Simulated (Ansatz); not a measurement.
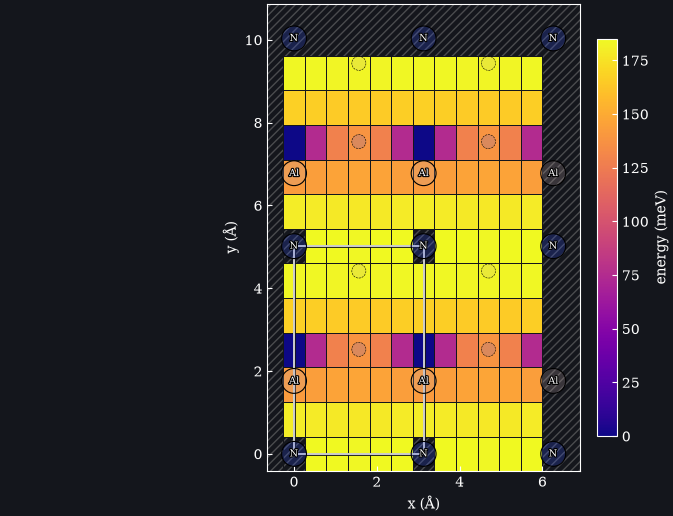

Energy landscape of N₂ on an AlN(100) slab cut from the P6_3mc phase, its upper half relaxed before the scan (16 atoms of substrate and one adsorbate in a 2 × 1 cell). N2 is moved over the surface cell; relaxed at each place: the height of the adsorbate's atoms; substrate rigid; the origin of the map has the adsorbate above N15. Places are given modulo a cell vector. The map is drawn in real space over the plane of the surface. The grid has 6 × 6 points; 23 points were computed and 12 follow by symmetry. At 1 point there is no value. Places are given in fractions of the 1 × 1 surface cell. Energies are in meV, from the lowest grid point. The relaxed height changes by up to 1.5 Å between neighbouring points. The calculation used DFT PBE, scalar-relativistic, plane waves, PAW in Ansatz. Settings: cutoff 420 eV, k-mesh 5×6×1, gaussian smearing 0.05 eV, no spin polarisation.

Drawn: one coloured cell a grid point, labelled circles for the atoms of the top layer and small ones for the second layer, the outline of one cell of the 2 × 2 shown, hatched blanks where no value was computed. 

**Summarise what can be read from the map.**

The lowest grid point is at (0/6, 3/6) of the cell vectors. The highest grid point, (1/6, 0/6) of the cell vectors, lies 185 meV above the lowest.

The input of one point:

```yaml
crystal:
  lattice:
    - [6.2595366887, 0.0, 0.0]
    - [0.0, 5.0173032419, 0.0]
    - [0.0, 0.0, 20.1620320362]
  atoms:
    - { symbol: Al, position: [0.0, 0.998271495, 0.1983927013] }
    - { symbol: Al, position: [0.5, 0.998271495, 0.1983927013] }
    - { symbol: "N", position: [0.0, 0.616728505, 0.1983927013] }
    - { symbol: "N", position: [0.5, 0.616728505, 0.1983927013] }
    - { symbol: Al, position: [0.25, 0.498271495, 0.2432039732] }
    - { symbol: Al, position: [0.75, 0.498271495, 0.2432039732] }
    - { symbol: "N", position: [0.25, 0.116728505, 0.2432039732] }
    - { symbol: "N", position: [0.75, 0.116728505, 0.2432039732] }
    - { symbol: Al, position: [0.25, 0.9915197249, 0.3381855719] }
    - { symbol: Al, position: [0.75, 0.9915197249, 0.3381855719] }
    - { symbol: "N", position: [0.25, 0.6143669383, 0.3369672669] }
    - { symbol: "N", position: [0.75, 0.6143669383, 0.3369672669] }
    - { symbol: Al, position: [0.0, 0.4624332456, 0.3657061888] }
    - { symbol: Al, position: [0.5, 0.4624332456, 0.3657061888] }
    - { symbol: "N", position: [0.0, 0.1112303967, 0.3750629908] }
    - { symbol: "N", position: [0.5, 0.1112303967, 0.3750629908] }
    - { symbol: "N", position: [0.0, 0.6112303967, 0.5029663753] }
    - { symbol: "N", position: [0.0, 0.6112303967, 0.5575243682] }
basis:
  ecutwfc: 420
kpoints:
  mp_grid: { grid: [5, 6, 1] }
hamiltonian:
  xc: pbe
  pseudopotentials: { kind: paw, azcp: { folder: soft_1 } }
scf:
  occupations: { method: gaussian, width: 0.05 }
output:
  forces: true
  eigenvalues: true
relax:
  adjacent_minimum: "off"
  f_tol: 0.025
  max_steps: 16
  constraints:
    - { sites: [0, 1, 2, 3, 4, 5, 6, 7, 8, 9, 10, 11, 12, 13, 14, 15] }
    - { sites: [16, 17], fix: xy }
efield:
  axis: 3
  dipole_correction: true
  ramp_width: 0.04
```

Each point was launched as `ansatz run input.yaml --threads 2 --pin off --max-ram 6144MiB --backend cpu --events-out ev --progress --plain --runs-dir out`. The whole map (23 points run) took 53 min on 2 threads of Intel(R) Xeon(R) 6975P-C (Granite Rapids), on a shared host.
